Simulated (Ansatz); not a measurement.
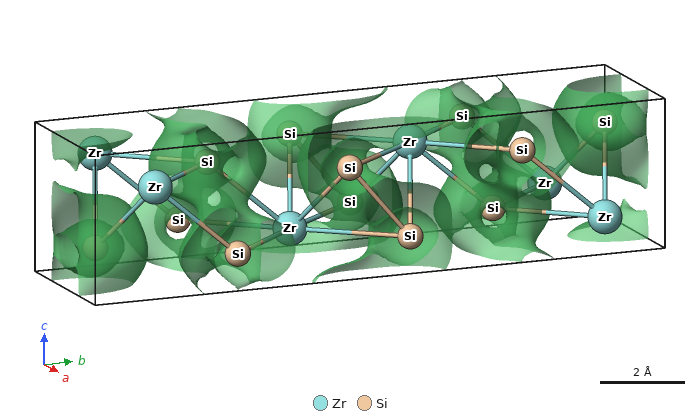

ZrSi$_{2}$. Isosurface of the ELF at 0.6 (green), seen slightly off an axis. Only the valence region is drawn (cores and ρ < 0.01 e/Å³ removed). Sticks mark near contacts.

Space group Cmcm; a structure from a database of computed crystals, not necessarily the ambient phase.

These are results of DFT PBE, scalar-relativistic, plane waves, PAW (Ansatz 0.2.0), not measurements.

In a PAW calculation such maps are meaningful between the atoms, not at the nuclei.

### Where are the electrons localised?

The surface consists of channels that run through the cell in one direction and sheets that run through the cell in two directions, counted in one cell of 12 atoms. Regions shared between cells count once. Along the contacts the grid gives the following. Si–Si (2.42 Å): the ELF peaks at about 0.75 between the atoms. Zr–Si (2.72 Å): the ELF peaks at about 0.80 in the valence shell of Si, 0.9 Å from its nucleus, and is about 0.35 at the midpoint.
